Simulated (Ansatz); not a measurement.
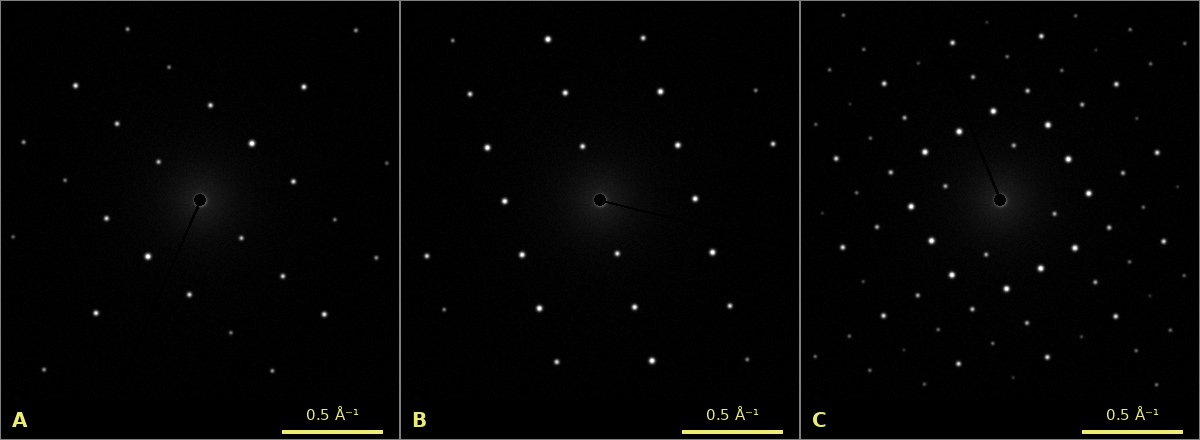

Simulated selected-area electron diffraction patterns (300 kV, kinematic approximation, thin crystal, B = 0.5 Å² for all atoms).

All three come from Ti, space group I4_1md (No. 109), a = 7.10 Å, c = 2.80 Å. Structure: the geometry relaxed with Ansatz 0.2.0, DFT PBE, scalar-relativistic, plane waves, PAW; the starting structure was generated, so it need not be a known form of this composition.

Assign the zone axes [001], [101], [102] to A, B and C.

Answer. A is [101]: rectangular net of 0 2 0 at d = 3.55 Å and 1 0 -1 at d = 2.60 Å, at 90.0°. B is [102]: centred rectangular net of 0 2 0 at d = 3.55 Å and 2 1 -1 at d = 2.10 Å, at 72.8°. C is [001]: square net of 1 1 0 (itself extinct) at d = 5.02 Å and -1 1 0 (itself extinct) at d = 5.02 Å, at 90.0°.
